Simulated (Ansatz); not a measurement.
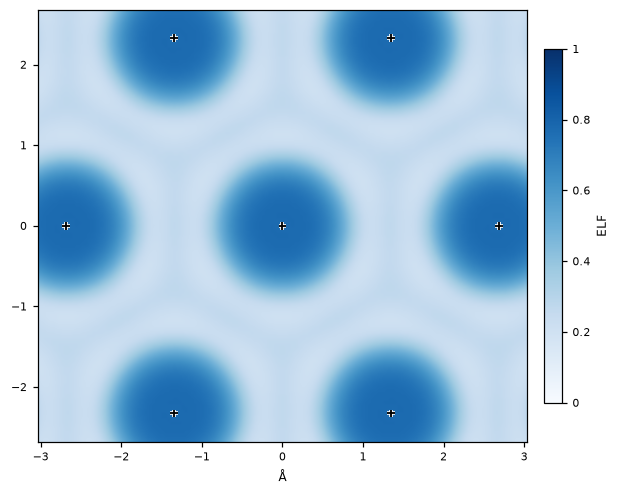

The ELF on a plane through atoms (crosses mark nuclei in the plane).

Computed with DFT, r2SCAN, PAW with Ansatz's default frozen-core files, scalar-relativistic; relaxation of cell and atoms in Ansatz 0.2.0.

Candidates:
A. W, a = 3.17 Å, b = 3.17 Å, c = 3.17 Å, α = 90.00°, β = 90.00°, γ = 90.00°. Space group Im-3m.
B. Rh, a = 3.80 Å, b = 3.80 Å, c = 3.80 Å, α = 90.00°, β = 90.00°, γ = 90.00°. Space group Fm-3m; computed without spin polarisation.

Question: Which candidate gave the map?

Answer: Candidate B: Rh on the (111) plane of the conventional cell, which holds Rh. Rh–Rh (2.69 Å): the ELF is about 0.25 at the midpoint: no shared electron pair shows on this line.
